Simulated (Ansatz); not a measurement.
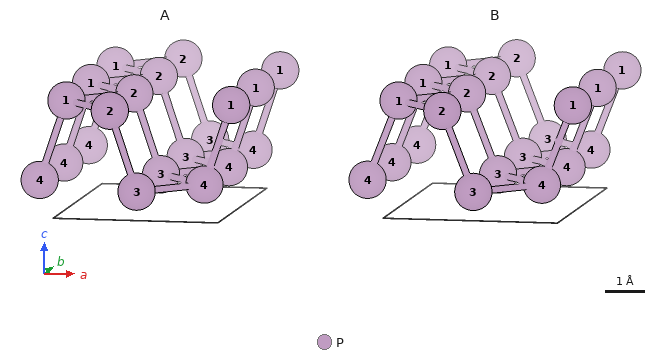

Two geometries of a slab of composition P, drawn at one scale. One is the start of a relaxation, the other its converged end. Style: ball-and-stick. Shown: the 1 × 2 repeat of the cell, outlined in the plane, without the vacuum, slightly off an axis.

Theory: DFT, LDA, plane waves, PAW in Ansatz 0.2.0. Set-up: plane-wave cutoff 420 eV; k-point mesh 6 × 8 × 1; occupations fermi dirac; smearing width 0.02 eV; no spin polarisation; cell and atoms relaxed; force threshold 0.005 eV/Å.

> Which geometry has the lower energy?

Structure A is the relaxed one. The energy falls by 62.2 meV per cell of the calculation in 4 accepted moves (6 points after the start). Largest force component: 0.23 eV/Å at the start, 0.0029 eV/Å at the end. The line search rejected the trial step at point 4 of the run. The SCF was repeated once at an unchanged geometry on a basis and grid sized afresh for the cell, which shifted the energy by 1.0 meV per cell of the calculation at most. The largest moves relative to the cell and the layer's centre, 0.033 Å, are those of P1, P2, P3 and P4. P1 goes within the plane. In the plane the drawn cell goes a 4.627 → 4.373 Å (−5.5 %), b 6.608 → 6.543 Å (−1.0 %). Some distances before and after: P1–P4 2.261 → 2.226 Å, P1–P2 2.225 → 2.203 Å.
